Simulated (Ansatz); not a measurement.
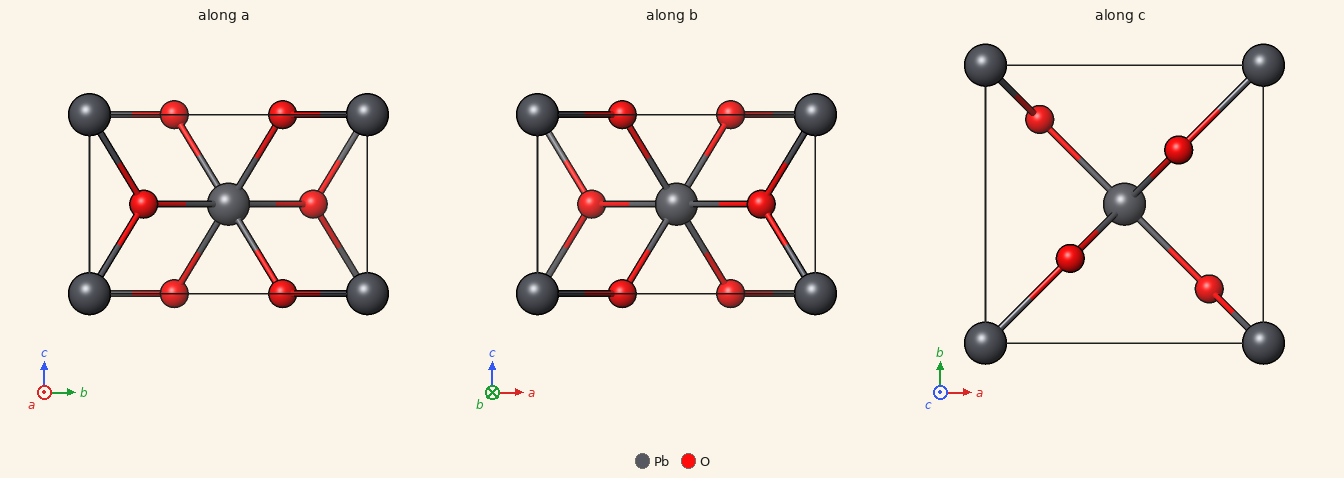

Ball-and-stick drawing of the structure, looking along the a axis, along the b axis and along the c axis. The frame is the conventional unit cell; atoms at its boundary are shown with their periodic copies.

Edges and angles: a = 5.06 Å, b = 5.06 Å, c = 3.26 Å, α = 90.00°, β = 90.00°, γ = 90.00°.

The composition is PbO$_{2}$.

Space group?

Answer. P4_2/mnm (No. 136), with Pb on 2a and O on 4f.

Give the prototype.

Answer. Rutile.

What are the neighbours of O?

Answer. Three Pb at about 2.1 Å.

What extended units do the bonds make?

Answer. The bonds build a three-dimensional framework.

It goes back to a structure type known for this compound. Earlier steps of the study may have refined or changed the cell and positions. Ansatz was used for an electronic-structure calculation on it.

At this level of theory the cell isn't at rest (compressed, at 11 GPa), so its distances can differ from those at equilibrium, the more so the softer the solid.
